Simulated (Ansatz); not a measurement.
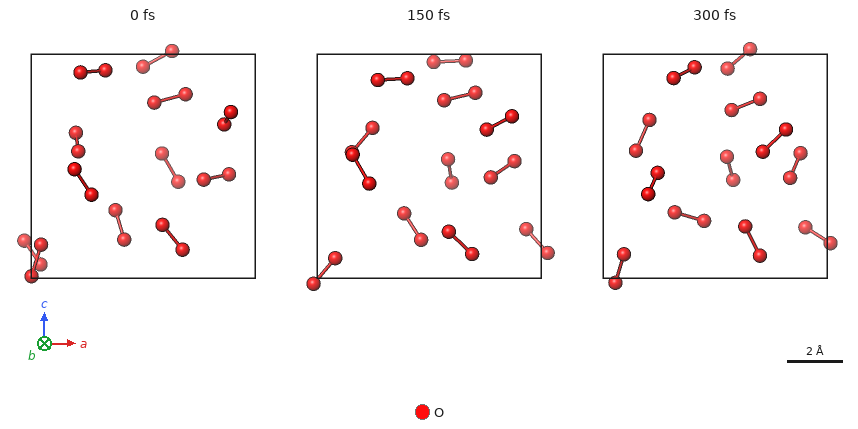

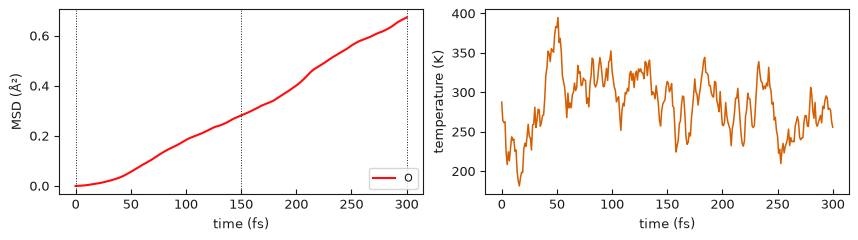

A Born-Oppenheimer molecular dynamics run of a periodic cell with 12 O2 at 1.131 g/cm³, 300 fs long. Frames and the history of the run. A ball-and-stick model of the simulation cell, seen along the b axis. Atoms that leave the cell re-enter on the other side.

The calculation used Ansatz, DFT PBE-D3(BJ), scalar-relativistic, plane waves, PAW. Settings: plane-wave cutoff 420 eV; k-point mesh 1 × 1 × 1; Fermi-Dirac smearing 0.05 eV; spin collinear; Langevin thermostat (NVT); set temperature 300 K; time step 1 fs; friction 0.02 per fs.

Question: What do the frames and curves show?

Answer: Over the second half the temperature averages 276 K (spread ±29 K). The potential energy is still drifting at the end, so the run hasn't reached equilibrium. The potential energy in the second half lies on average 22.2 meV per atom above the first frame. In the second half of the run the atoms are, in the root-mean-square, this far from where they began (common drift taken out): O 0.69 Å. The heavy atoms stay within a fraction of a molecule's size of their starting places; so short a run doesn't tell a liquid from a solid.

Limits of the set-up: the periodic images lie only 8.3 Å apart, so the values are limited by the cell's size.
